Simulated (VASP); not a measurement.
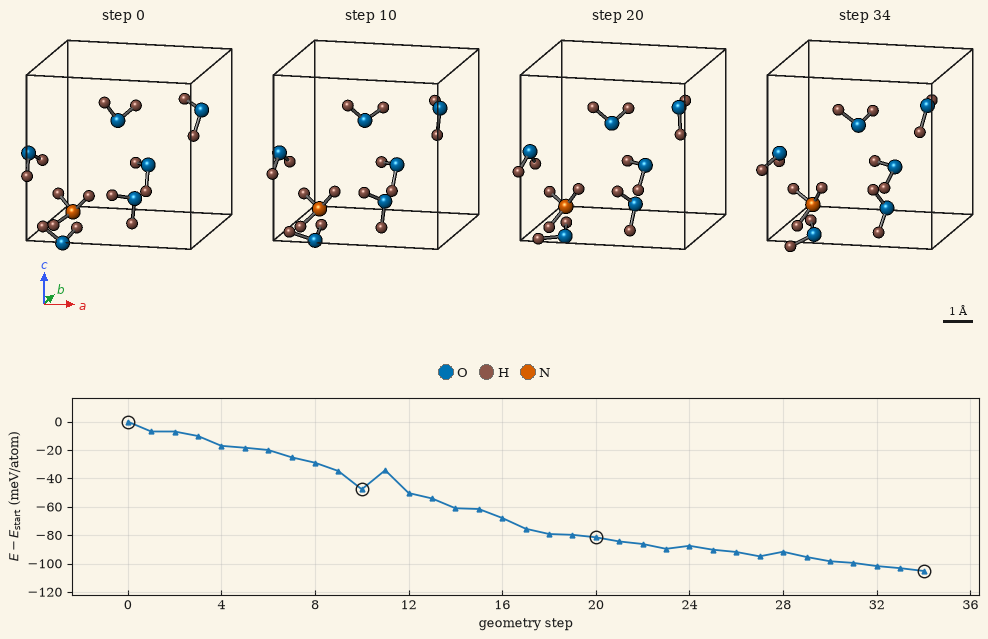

Frames of a relaxation of an amorphous cell of composition H₁₅NO₆, marked on the history of the run. The picture is a ball-and-stick view of the cell of the calculation, seen from a free direction.

The run lets the atoms move in a fixed cell.

The calculation used Kohn-Sham DFT of a periodic cell, PBE with D3(BJ), VASP PAW PBE potentials, recommended in VASP 6.6.1.

Input file:
```
PREC     = Accurate       # precision mode
ENCUT    = 520            # plane-wave cutoff, eV
EDIFF    = 1E-6           # SCF threshold, eV
ISMEAR   = -1             # smearing method
SIGMA    = 0.05           # smearing width, eV
LREAL    = Auto         
LASPH    = True           # aspherical terms in the spheres
NELM     = 60             # most SCF steps
ALGO     = Normal         # electronic algorithm
ISIF     = 2              # what is computed and relaxed
LWAVE    = False          # write WAVECAR
LCHARG   = False          # write CHGCAR
GGA      = PE             # functional
IVDW     = 12             # dispersion correction
IBRION   = 2              # ionic algorithm
NSW      = 35             # ionic steps
EDIFFG   = -0.3           # ionic threshold
```

Launched with:
```bash
cat potpaw_PBE.64/O/POTCAR potpaw_PBE.64/H/POTCAR potpaw_PBE.64/N/POTCAR > POTCAR
mpirun -np 1 vasp_gam > vasp.out
```

Describe the path.

The relaxation stopped without meeting its thresholds, so the last structure isn't shown to be converged. Over 34 geometry steps the energy falls by 105 meV per atom. Largest force component: 0.97 eV/Å at the start, 0.78 eV/Å at the end. An H atom moves most: 0.78 Å roughly along [3 2 1]. Largest moves by element: H 0.78 Å, O 0.62 Å, N 0.27 Å. The lattice vectors keep their values. Some distances before and after: H–O 0.969 → 0.989 Å, H–N 1.017 → 1.010 Å, H–O 0.969 → 0.962 Å. Bond angles that change, for instance: H–O–H 104.0° → 107.9°, H–N–H 106.3° → 102.9°, H–O–H 104.0° → 107.5°. From step 0 to 10: an O atom moves most (0.38 Å), energy −47.7 meV per atom. From step 10 to 20: an O atom moves most (0.28 Å), energy −33.8 meV per atom. From step 20 to 34: H atoms move most (0.33 Å), energy −23.7 meV per atom.

Limits of the set-up: the periodic images lie only 6.0 Å apart, so the values are limited by the cell's size.
